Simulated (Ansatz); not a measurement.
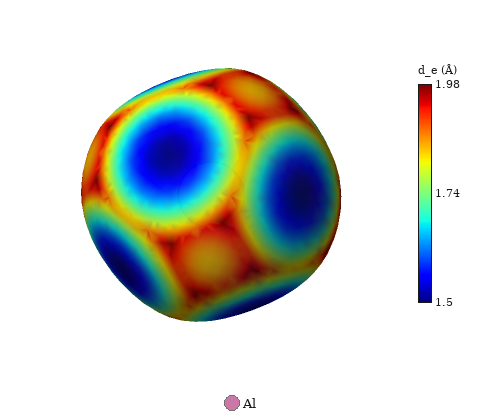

Hirshfeld surface computed for one Al atom in Al (Im-3m, No. 229), coloured by d_e.

The surface is where the fragment's share of the procrystal density (the sum of the densities of spherically averaged neutral Hartree-Fock atoms) equals one half. d_i and d_e are the distances from the surface to the nearest nucleus inside and outside.

The cell is taken from the geometry relaxed with DFT, PBEsol, plane waves (420 eV) with PAW, scalar-relativistic in Ansatz 0.2.0; the starting structure was generated, so it need not be a known form of this composition.

```cif
data_structure
_symmetry_space_group_name_H-M 'Im-3m'
_symmetry_Int_Tables_number 229
_cell_length_a 3.2142
_cell_length_b 3.2142
_cell_length_c 3.2142
_cell_angle_alpha 90.000
_cell_angle_beta 90.000
_cell_angle_gamma 90.000
_cell_volume 33.20
loop_
_atom_site_label
_atom_site_type_symbol
_atom_site_symmetry_multiplicity
_atom_site_Wyckoff_symbol
_atom_site_fract_x
_atom_site_fract_y
_atom_site_fract_z
_atom_site_occupancy
Al1 Al 2 a 0.00000 0.00000 0.00000 1
```

Q: What is the shortest distance from the fragment to an atom outside it?

A: Al–Al, 2.78 Å.

Q: How is the surface shared among contacts (nearest atom inside ··· nearest atom outside)?

A: Al···Al 100 %. The surface faces 14 neighbours with more than 2 % of its area each: 14 Al.

Q: Give the size and shape of the surface.

A: It encloses about 10.1 Å³, has an area of about 23 Å² and a globularity of 1.00 (1 for a sphere).
